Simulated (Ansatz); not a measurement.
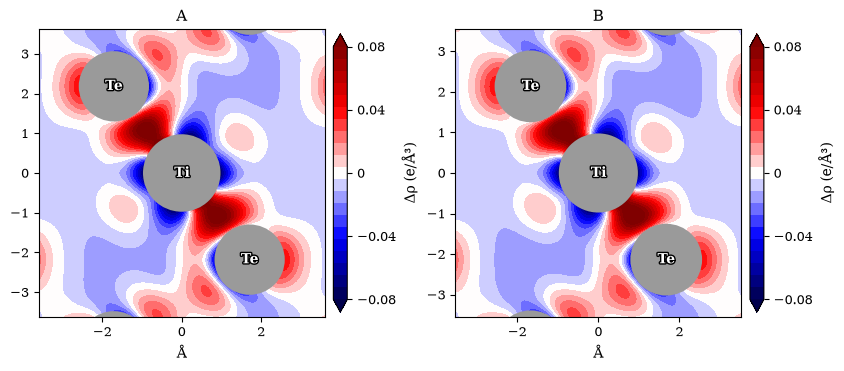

TiTe2: deformation density on the (110) plane of the conventional cell at two volumes, with the same fractional coordinates and one colour scale. Grey discs cover the cores. Panel B has 94 % of the volume of panel A.

Space group P-3m1.

All numbers below come from Ansatz, DFT r2SCAN, scalar-relativistic, plane waves, PAW.

**How do bonds, bonding charge and pressure respond to this change of volume?**

From A to B, Te–Ti goes from 2.77 to 2.71 Å, and Δρ at its midpoint from +0.088 to +0.091 e/Å³. The pressure is 1.0 GPa in A and 5.8 GPa in B. Bader charges in A: Ti +1.48 and Te −0.74 e; in B: Ti +1.45 and Te −0.72 e. The rearranged charge is 0.22 e an atom in A and 0.22 e in B. The scaled cell isn't relaxed: forces reach 0.4 eV/Å.
